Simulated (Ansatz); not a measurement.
System: a (110) slab cut from SiNi₃ (Pm-3m), of composition Si₅Ni₁₃ (not the bulk's), ended by SiNi planes, 18 atoms in the cell. Starting structure of the relaxation:

```
Si Ni
1.0
     3.46125    0.00000    0.00000
     0.00000    4.89494    0.00000
     0.00000    0.00000   24.78988
Si Ni
5 13
Direct
  0.00000 0.50000 0.30254
  0.00000 0.00000 0.40127
  0.00000 0.50000 0.50000
  0.00000 0.00000 0.59873
  0.00000 0.50000 0.69746
  0.00000 0.00000 0.30254
  0.50000 0.75000 0.35191
  0.50000 0.25000 0.35191
  0.00000 0.50000 0.40127
  0.50000 0.25000 0.45064
  0.50000 0.75000 0.45064
  0.00000 0.00000 0.50000
  0.50000 0.75000 0.54936
  0.50000 0.25000 0.54936
  0.00000 0.50000 0.59873
  0.50000 0.25000 0.64809
  0.50000 0.75000 0.64809
  0.00000 0.00000 0.69746
```

Ansatz; DFT PBEsol, scalar-relativistic, plane waves, PAW, no spin polarisation, 10×7×1 k mesh, 420 eV cutoff.

What does the potential across the slab give for the work function?

The work function is 4.68 eV, the same on both faces. The two vacuum levels agree, so the slab has no net dipole along its normal. The outermost atoms are 9.7 Å apart, which leaves 15.1 Å of vacuum in a cell 24.8 Å high.

The run has no spin polarisation, so a magnetic state may lie lower.

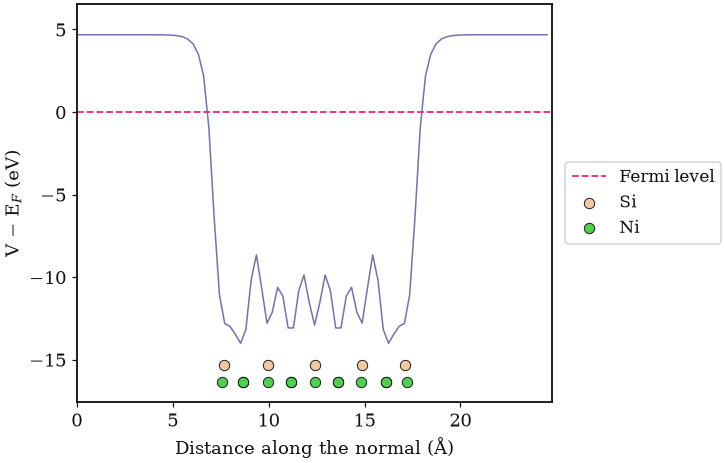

Plane-averaged electrostatic potential energy of an electron across the slab; circles at the bottom mark the heights of the atoms (positions after relaxation).
